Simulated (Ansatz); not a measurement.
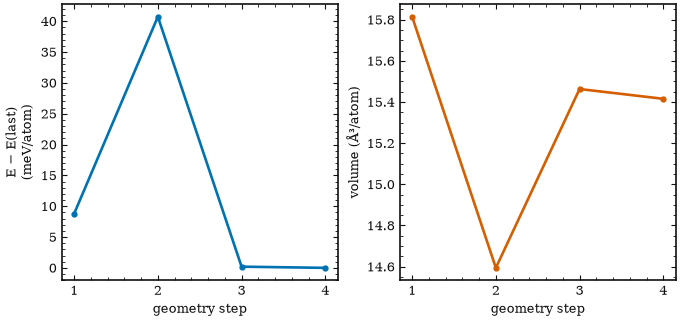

History of a geometry optimisation. Atoms and cell relax. A closing SCF on a freshly chosen basis isn't drawn.

- system: Pt (P6_3/mmc, 2 atoms in the cell)
- method: Ansatz, DFT r2SCAN, scalar-relativistic, plane waves, PAW; cutoff 500 eV, 9×9×4 k-mesh, Gaussian smearing of 0.1 eV

> How did it end, and what did it gain?

The optimisation met its thresholds at geometry 4, counting the start as the first. The energy fell by about 8.8 meV/atom from the first step to the last. Step 2 went uphill and was rejected by the line search. All forces vanish by symmetry, so only the cell moves.

> Was the starting cell too large or too small?

The volume shrinks from 15.8 to 15.4 Å³ per atom (−3 %), overshooting to 14.6 at step 2. The start was expanded.
